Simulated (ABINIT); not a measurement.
## Dielectric calculation of KI (part 2 of 2)

KI (Fm-3m, 2 atoms in the cell); Kohn-Sham DFT of a periodic cell, BLYP, JTH PAW PBE v2.0, no spin polarisation (ABINIT 10.8.3); cutoff 293.88 eV, 6×6×6 k-mesh, fixed occupations. The structure derives from an entry of the Crystallography Open Database. The geometry was changed: volume scaled by 1.04.

Geometry of the input (Å; fractional positions):
```
0.0000  3.5793  3.5793
3.5793  0.0000  3.5793
3.5793  3.5793  0.0000
I  0.5000  0.5000  0.5000
K  0.0000  0.0000  0.0000
```

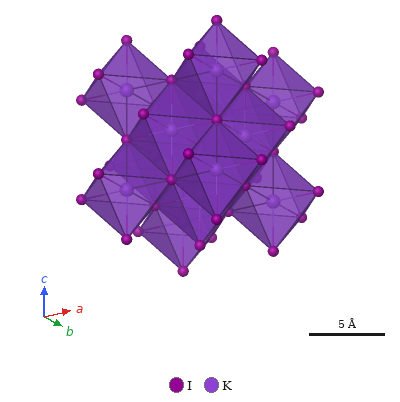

Fig. 1: The input geometry (polyhedral view of the cell 4 times as large as that of the calculation, set on its symmetry axes, seen at an oblique angle; polyhedra are completed across the faces of the cell).

### What the program printed, continued
```
--- !DatasetInfo
iteration_state: {dtset: 2, }
dimensions: {natom: 2, nkpt: 112, mband: 8, nsppol: 1, nspinor: 1, nspden: 1, mpw: 1067, }
cutoff_energies: {ecut:  10.8, pawecutdg:  21.6, }
electrons: {nelect:   1.60000000E+01, charge:   0.00000000E+00, occopt:   1.00000000E+00, tsmear:   1.00000000E-02, }
meta: {optdriver: 1, rfelfd: 2, }
...

 mkfilename : getwfk/=0, take file _WFK from output of DATASET   1.

 Real(R)+Recip(G) space primitive vectors, cartesian coordinates (Bohr,Bohr^-1):
 R(1)=  0.0000000  6.7638291  6.7638291  G(1)= -0.0739226  0.0739226  0.0739226
 R(2)=  6.7638291  0.0000000  6.7638291  G(2)=  0.0739226 -0.0739226  0.0739226
 R(3)=  6.7638291  6.7638291  0.0000000  G(3)=  0.0739226  0.0739226 -0.0739226
 Unit cell volume ucvol=  6.1888203E+02 bohr^3
 Angles (23,13,12)=  6.00000000E+01  6.00000000E+01  6.00000000E+01 degrees
 setup1 : take into account q-point for computing boxcut.

 Coarse grid specifications (used for wave-functions):

 getcut: wavevector=  0.0000  0.0000  0.0000  ngfft=  30  30  30
         ecut(hartree)=     10.800   => boxcut(ratio)=   2.12236

 Fine grid specifications (used for densities):

 getcut: wavevector=  0.0000  0.0000  0.0000  ngfft=  45  45  45
         ecut(hartree)=     21.600   => boxcut(ratio)=   2.19863
--------------------------------------------------------------------------------

 ==>  initialize data related to q vector <==

 The list of irreducible perturbations for this q vector is:
    1)    idir= 1    ipert=   3
    2)    idir= 2    ipert=   3
    3)    idir= 3    ipert=   3

================================================================================

--------------------------------------------------------------------------------
 Perturbation wavevector (in red.coord.)   0.000000  0.000000  0.000000
 Perturbation : derivative vs k along direction   1
 The set of symmetries contains only one element for this perturbation.
 symkpt : not enough symmetry to change the number of k points.

--------------------------------------------------------------------------------

--------------------------------------------------------------------------------

 Initialisation of the first-order wave-functions :
  ireadwf=   0

--- !BeginCycle
iteration_state: {dtset: 2, }
solver: {iscf: -3, nstep: 80, nline: 4, wfoptalg: 10, }
tolerances: {tolwfr: 1.00E-18, }
...

     iter   2DEtotal(Ha)        deltaE(Ha) residm    vres2
-ETOT  1  -10.461045004597     -1.046E+01 2.698E-02 0.000E+00
 ETOT  2  -10.486138532261     -2.509E-02 4.708E-04 0.000E+00
 ETOT  3  -10.486288438771     -1.499E-04 3.100E-06 0.000E+00
 ETOT  4  -10.486289701622     -1.263E-06 4.295E-08 0.000E+00
 ETOT  5  -10.486289715478     -1.386E-08 4.672E-10 0.000E+00
 ETOT  6  -10.486289715665     -1.872E-10 1.514E-11 0.000E+00
 ETOT  7  -10.486289715668     -3.263E-12 4.328E-13 0.000E+00
 ETOT  8  -10.486289715669     -7.461E-14 1.687E-14 0.000E+00
 ETOT  9  -10.486289715669     -1.066E-14 4.602E-16 0.000E+00
 ETOT 10  -10.486289715669     -8.882E-15 1.830E-17 0.000E+00
 ETOT 11  -10.486289715669      1.776E-15 9.934E-19 0.000E+00

 At SCF step   11   max residual=  9.93E-19 < tolwfr=  1.00E-18 =>converged.
================================================================================

 ----iterations are completed or convergence reached----

 Mean square residual over all n,k,spin=   56.344E-20; max=  99.342E-20
 dfpt_looppert : ek2=    2.0710268435E+01
          f-sum rule ratio=    1.0250429415E+00
 Expectation of eigenvalue derivatives (hartree) for nkpt= 112  k points:
  (in case of degenerate eigenvalues, averaged derivative)
 kpt#   1, nband=  8, wtk=  0.00463, kpt=  0.0000  0.0000  0.0000 (reduced coord)
   0.00000   -0.00000   -0.00000   -0.00000    0.00000   -0.00000   -0.00000   -0.00000
 prteigrs : prtvol=0 or 1, do not print more k-points.

 2DEtotal=   -0.1048628972E+02 Ha. Also 2DEtotal=   -0.285346479740E+03 eV
    (  non-var. 2DEtotal :   -1.0486289714E+01 Ha)

--------------------------------------------------------------------------------
 Perturbation wavevector (in red.coord.)   0.000000  0.000000  0.000000
 Perturbation : derivative vs k along direction   2
 The set of symmetries contains only one element for this perturbation.
 symkpt : not enough symmetry to change the number of k points.

--------------------------------------------------------------------------------

--------------------------------------------------------------------------------

 Initialisation of the first-order wave-functions :
  ireadwf=   0

--- !BeginCycle
iteration_state: {dtset: 2, }
solver: {iscf: -3, nstep: 80, nline: 4, wfoptalg: 10, }
tolerances: {tolwfr: 1.00E-18, }
...

     iter   2DEtotal(Ha)        deltaE(Ha) residm    vres2
-ETOT  1  -10.461061560165     -1.046E+01 3.189E-02 0.000E+00
 ETOT  2  -10.486138487948     -2.508E-02 5.616E-04 0.000E+00
 ETOT  3  -10.486288436594     -1.499E-04 3.884E-06 0.000E+00
 ETOT  4  -10.486289701579     -1.265E-06 5.340E-08 0.000E+00
 ETOT  5  -10.486289715476     -1.390E-08 6.003E-10 0.000E+00
 ETOT  6  -10.486289715664     -1.880E-10 1.514E-11 0.000E+00
 ETOT  7  -10.486289715667     -3.253E-12 4.328E-13 0.000E+00
 ETOT  8  -10.486289715668     -1.776E-14 1.687E-14 0.000E+00
 ETOT  9  -10.486289715668      7.105E-15 4.602E-16 0.000E+00
 ETOT 10  -10.486289715668     -3.553E-15 1.830E-17 0.000E+00
 ETOT 11  -10.486289715668     -5.329E-15 9.934E-19 0.000E+00

 At SCF step   11   max residual=  9.93E-19 < tolwfr=  1.00E-18 =>converged.
================================================================================

 ----iterations are completed or convergence reached----

 Mean square residual over all n,k,spin=   56.392E-20; max=  99.342E-20
 dfpt_looppert : ek2=    2.0710268435E+01
          f-sum rule ratio=    1.0250429415E+00
 Expectation of eigenvalue derivatives (hartree) for nkpt= 112  k points:
  (in case of degenerate eigenvalues, averaged derivative)
 kpt#   1, nband=  8, wtk=  0.00463, kpt=  0.0000  0.0000  0.0000 (reduced coord)
  -0.00000    0.00000    0.00000    0.00000    0.00000    0.00000    0.00000    0.00000
 prteigrs : prtvol=0 or 1, do not print more k-points.

 2DEtotal=   -0.1048628972E+02 Ha. Also 2DEtotal=   -0.285346479740E+03 eV
    (  non-var. 2DEtotal :   -1.0486289714E+01 Ha)

--------------------------------------------------------------------------------
 Perturbation wavevector (in red.coord.)   0.000000  0.000000  0.000000
 Perturbation : derivative vs k along direction   3
 The set of symmetries contains only one element for this perturbation.
 symkpt : not enough symmetry to change the number of k points.

--------------------------------------------------------------------------------

--------------------------------------------------------------------------------

 Initialisation of the first-order wave-functions :
  ireadwf=   0

--- !BeginCycle
iteration_state: {dtset: 2, }
solver: {iscf: -3, nstep: 80, nline: 4, wfoptalg: 10, }
tolerances: {tolwfr: 1.00E-18, }
...

     iter   2DEtotal(Ha)        deltaE(Ha) residm    vres2
-ETOT  1  -10.461045481222     -1.046E+01 2.724E-02 0.000E+00
 ETOT  2  -10.486138529094     -2.509E-02 4.756E-04 0.000E+00
 ETOT  3  -10.486288438335     -1.499E-04 3.141E-06 0.000E+00
 ETOT  4  -10.486289701297     -1.263E-06 4.350E-08 0.000E+00
 ETOT  5  -10.486289715154     -1.386E-08 4.742E-10 0.000E+00
 ETOT  6  -10.486289715342     -1.873E-10 1.514E-11 0.000E+00
 ETOT  7  -10.486289715345     -3.189E-12 4.328E-13 0.000E+00
 ETOT  8  -10.486289715345     -1.172E-13 1.687E-14 0.000E+00
 ETOT  9  -10.486289715345      4.974E-14 4.602E-16 0.000E+00
 ETOT 10  -10.486289715345      1.776E-15 1.830E-17 0.000E+00
 ETOT 11  -10.486289715345     -1.599E-14 9.934E-19 0.000E+00

 At SCF step   11   max residual=  9.93E-19 < tolwfr=  1.00E-18 =>converged.
================================================================================

 ----iterations are completed or convergence reached----

 Mean square residual over all n,k,spin=   56.338E-20; max=  99.342E-20
 dfpt_looppert : ek2=    2.0710268435E+01
          f-sum rule ratio=    1.0250429415E+00
 Expectation of eigenvalue derivatives (hartree) for nkpt= 112  k points:
  (in case of degenerate eigenvalues, averaged derivative)
 kpt#   1, nband=  8, wtk=  0.00463, kpt=  0.0000  0.0000  0.0000 (reduced coord)
  -0.00000   -0.00000   -0.00000   -0.00000    0.00000    0.00000    0.00000    0.00000
 prteigrs : prtvol=0 or 1, do not print more k-points.

 2DEtotal=   -0.1048628972E+02 Ha. Also 2DEtotal=   -0.285346479732E+03 eV
    (  non-var. 2DEtotal :   -1.0486289714E+01 Ha)
================================================================================

 ---- first-order wavefunction calculations are completed ----

 respfn : d/dk was computed, but no 2DTE, so no DDB output.

================================================================================
== DATASET  3 ==================================================================

--- !DatasetInfo
iteration_state: {dtset: 3, }
dimensions: {natom: 2, nkpt: 112, mband: 8, nsppol: 1, nspinor: 1, nspden: 1, mpw: 1067, }
cutoff_energies: {ecut:  10.8, pawecutdg:  21.6, }
electrons: {nelect:   1.60000000E+01, charge:   0.00000000E+00, occopt:   1.00000000E+00, tsmear:   1.00000000E-02, }
meta: {optdriver: 1, rfelfd: 3, }
...

 mkfilename : getwfk/=0, take file _WFK from output of DATASET   1.

 mkfilename : getddk/=0, take file _1WF from output of DATASET   2.

 Real(R)+Recip(G) space primitive vectors, cartesian coordinates (Bohr,Bohr^-1):
 R(1)=  0.0000000  6.7638291  6.7638291  G(1)= -0.0739226  0.0739226  0.0739226
 R(2)=  6.7638291  0.0000000  6.7638291  G(2)=  0.0739226 -0.0739226  0.0739226
 R(3)=  6.7638291  6.7638291  0.0000000  G(3)=  0.0739226  0.0739226 -0.0739226
 Unit cell volume ucvol=  6.1888203E+02 bohr^3
 Angles (23,13,12)=  6.00000000E+01  6.00000000E+01  6.00000000E+01 degrees
 setup1 : take into account q-point for computing boxcut.

 Coarse grid specifications (used for wave-functions):

 getcut: wavevector=  0.0000  0.0000  0.0000  ngfft=  30  30  30
         ecut(hartree)=     10.800   => boxcut(ratio)=   2.12236

 Fine grid specifications (used for densities):

 getcut: wavevector=  0.0000  0.0000  0.0000  ngfft=  45  45  45
         ecut(hartree)=     21.600   => boxcut(ratio)=   2.19863
--------------------------------------------------------------------------------

-open ddk wf file :runo_DS2_1WF7
-open ddk wf file :runo_DS2_1WF8
-open ddk wf file :runo_DS2_1WF9

 ==>  initialize data related to q vector <==

 The list of irreducible perturbations for this q vector is:
    1)    idir= 1    ipert=   4

================================================================================

 The perturbation idir=   2  ipert=   4 is
 symmetric of a previously calculated perturbation.
 So, its SCF calculation is not needed.

 The perturbation idir=   3  ipert=   4 is
 symmetric of a previously calculated perturbation.
 So, its SCF calculation is not needed.

--------------------------------------------------------------------------------
 Perturbation wavevector (in red.coord.)   0.000000  0.000000  0.000000
 Perturbation : homogeneous electric field along direction   1
 The set of symmetries contains only one element for this perturbation.
 symkpt : not enough symmetry to change the number of k points.

--------------------------------------------------------------------------------

--------------------------------------------------------------------------------

 Initialisation of the first-order wave-functions :
  ireadwf=   0

--- !BeginCycle
iteration_state: {dtset: 3, }
solver: {iscf: 7, nstep: 80, nline: 4, wfoptalg: 10, }
tolerances: {tolvrs: 1.00E-07, }
...

     iter   2DEtotal(Ha)        deltaE(Ha) residm    vres2
-ETOT  1  -45.724409255841     -4.572E+01 1.084E+00 1.260E+05
 ETOT  2  -56.290996780860     -1.057E+01 4.397E-02 1.118E+04
 ETOT  3  -56.757967559135     -4.670E-01 7.172E-04 2.724E+02
 ETOT  4  -56.770858634262     -1.289E-02 2.307E-05 2.244E+01
 ETOT  5  -56.771271586581     -4.130E-04 6.969E-07 2.404E+00
 ETOT  6  -56.771346571672     -7.499E-05 3.034E-07 2.800E-01
 ETOT  7  -56.771350876409     -4.305E-06 2.205E-08 2.912E-02
 ETOT  8  -56.771351134809     -2.584E-07 1.208E-09 3.183E-03
 ETOT  9  -56.771351139709     -4.900E-09 4.221E-11 2.988E-04
 ETOT 10  -56.771351140349     -6.394E-10 1.416E-12 2.602E-05
 ETOT 11  -56.771351140372     -2.321E-11 1.274E-13 2.197E-06
 ETOT 12  -56.771351140378     -6.573E-12 2.338E-14 1.820E-07
 ETOT 13  -56.771351140378      2.842E-14 1.710E-16 1.659E-08

 At SCF step   13       vres2   =  1.66E-08 < tolvrs=  1.00E-07 =>converged.
-open ddk wf file :runo_DS2_1WF7
-open ddk wf file :runo_DS2_1WF8
-open ddk wf file :runo_DS2_1WF9
================================================================================

 ----iterations are completed or convergence reached----

 Mean square residual over all n,k,spin=   57.559E-18; max=  17.100E-17

 2DEtotal=   -0.5677135114E+02 Ha. Also 2DEtotal=   -0.154482716359E+04 eV
    (  non-var. 2DEtotal :   -5.6771351110E+01 Ha)
================================================================================

 ---- first-order wavefunction calculations are completed ----

 ==> Compute Derivative Database <==
 The violation of the charge neutrality conditions
 by the effective charges is as follows :
    atom        electric field
 displacement     direction
       1               1        0.006095        0.000000
       1               2        0.000000        0.000000
       1               3       -0.000000        0.000000
       2               1        0.000000        0.000000
       2               2        0.006095        0.000000
       2               3        0.000000        0.000000
       3               1       -0.000000        0.000000
       3               2        0.000000        0.000000
       3               3        0.006095        0.000000

 Effective charge tensors after
 imposition of the charge neutrality (if requested by user),
 and eventual restriction to some part :
   atom    displacement
         1         1   -1.151504E+00    8.894047E-12   -5.441470E-12
         1         2   -1.882820E-11   -1.151504E+00    8.812472E-12
         1         3    2.201831E-11   -1.676242E-11   -1.151504E+00
         2         1    1.151504E+00   -8.894047E-12    5.441470E-12
         2         2    1.882820E-11    1.151504E+00   -8.812472E-12
         2         3   -2.201831E-11    1.676242E-11    1.151504E+00
 Now, the imaginary part of the dynamical matrix is zeroed

  Dielectric tensor, in cartesian coordinates,
     j1       j2             matrix element
  dir pert dir pert     real part    imaginary part

   1    4   1    4         2.7811294036        -0.0000000000

   2    4   2    4         2.7811294036        -0.0000000000

   3    4   3    4         2.7811294036        -0.0000000000

  Effective charges, in cartesian coordinates,
  (from electric field response)
   if specified in the inputs, charge neutrality has been imposed
     j1       j2             matrix element
  dir pert dir pert     real part    imaginary part

   1    1   1    4        -1.1515044550         0.0000000000
   1    2   1    4         1.1515044550         0.0000000000

   2    1   2    4        -1.1515044550         0.0000000000
   2    2   2    4         1.1515044550         0.0000000000

   3    1   3    4        -1.1515044550         0.0000000000
   3    2   3    4         1.1515044550         0.0000000000

  Warning: The rigid-atom proper piezoelectric tensor
  from  electric field response requires nsym=1

== END DATASET(S) ==============================================================
================================================================================

 -outvars: echo values of variables after computation  --------
            acell      9.5654988325E+00  9.5654988325E+00  9.5654988325E+00 Bohr
           etotal1    -4.0273004756E+01
           etotal2    -1.0486289715E+01
           etotal3    -5.6771351140E+01
            fcart1    -0.0000000000E+00 -0.0000000000E+00 -0.0000000000E+00
                      -0.0000000000E+00 -0.0000000000E+00 -0.0000000000E+00
            fcart3     0.0000000000E+00  0.0000000000E+00  0.0000000000E+00
                       0.0000000000E+00  0.0000000000E+00  0.0000000000E+00
            rprim      0.0000000000E+00  7.0710678120E-01  7.0710678120E-01
                       7.0710678120E-01  0.0000000000E+00  7.0710678120E-01
                       7.0710678120E-01  7.0710678120E-01  0.0000000000E+00
           strten1    -2.6013774907E-05 -2.6013774907E-05 -2.6013774907E-05
                       0.0000000000E+00  0.0000000000E+00  0.0000000000E+00
           strten3     0.0000000000E+00  0.0000000000E+00  0.0000000000E+00
                       0.0000000000E+00  0.0000000000E+00  0.0000000000E+00
           xangst      3.5792642105E+00  3.5792642105E+00  3.5792642105E+00
                       0.0000000000E+00  0.0000000000E+00  0.0000000000E+00
             xred      5.0000000000E-01  5.0000000000E-01  5.0000000000E-01
                       0.0000000000E+00  0.0000000000E+00  0.0000000000E+00
 Calculation completed.
```

### File anaddb.abo
```
.Version 10.8.3 of ANADDB
================================================================================

 -outvars_anaddb: echo values of input variables ----------------------

 Flags :
     dieflag         2
 Miscellaneous information :
         asr         1

================================================================================

 read the DDB information and perform some checks

  ==== Info on the Cryst% object ====
 Real(R)+Recip(G) space primitive vectors, cartesian coordinates (Bohr,Bohr^-1):
 R(1)=  0.0000000  6.7638291  6.7638291  G(1)= -0.0739226  0.0739226  0.0739226
 R(2)=  6.7638291  0.0000000  6.7638291  G(2)=  0.0739226 -0.0739226  0.0739226
 R(3)=  6.7638291  6.7638291  0.0000000  G(3)=  0.0739226  0.0739226 -0.0739226
 Unit cell volume ucvol=  6.1888203E+02 bohr^3
 Angles (23,13,12)=  6.00000000E+01  6.00000000E+01  6.00000000E+01 degrees
 Time-reversal symmetry is present
 Reduced atomic positions [iatom, xred, symbol]:
    1)    0.5000000  0.5000000  0.5000000   I
    2)    0.0000000  0.0000000  0.0000000   K

 DDB file with 3 blocks has been read.

================================================================================

 Dielectric Tensor and Effective Charges

 anaddb : Zero the imaginary part of the Dynamical Matrix at Gamma,
   and impose the ASR on the effective charges

 The violation of the charge neutrality conditions
 by the effective charges is as follows :
    atom        electric field
 displacement     direction
       1               1        0.006095        0.000000
       1               2        0.000000        0.000000
       1               3       -0.000000        0.000000
       2               1        0.000000        0.000000
       2               2        0.006095        0.000000
       2               3        0.000000        0.000000
       3               1       -0.000000        0.000000
       3               2       -0.000000        0.000000
       3               3        0.006095        0.000000

 Effective charge tensors after
 imposition of the charge neutrality (if requested by user),
 and eventual restriction to some part :
   atom    displacement
         1         1   -1.151504E+00    7.936801E-16   -1.046677E-15
         1         2    1.681859E-15   -1.151504E+00    1.042726E-15
         1         3   -1.681859E-15   -7.936801E-16   -1.151504E+00
         2         1    1.151504E+00   -7.936801E-16    1.046677E-15
         2         2   -1.681859E-15    1.151504E+00   -1.042726E-15
         2         3    1.681859E-15    7.936801E-16    1.151504E+00
 Now, the imaginary part of the dynamical matrix is zeroed

================================================================================

 anaddb : the run completed successfully.
```

### Key numbers

| quantity | value |
| --- | --- |
| outcome | converged |
| space group (tolerance 0.01 Å) | Fm-3m (225) |
| electrons treated | 16 |
| free energy | −1095.8843 eV |
| Fermi energy of the self-consistent step | −2.801 eV |
| pressure | 0.77 GPa |
| largest force (length of the vector) | under 0.001 eV/Å |
| ε∞ (xx, yy, zz) | 2.78, 2.78, 2.78 |
| Born charges (mean of the diagonal) | I1 (−1.15 e); K2 (1.15 e) |
| hardware | 1 thread of Arm Neoverse V2, 24 GiB of memory available, shared host |
| wall time | 2.1 min |
| peak memory | 0.36 GiB |

### Notes

Settings chosen away from the usual ones: ecut_ha set to 10.8 (from 12).
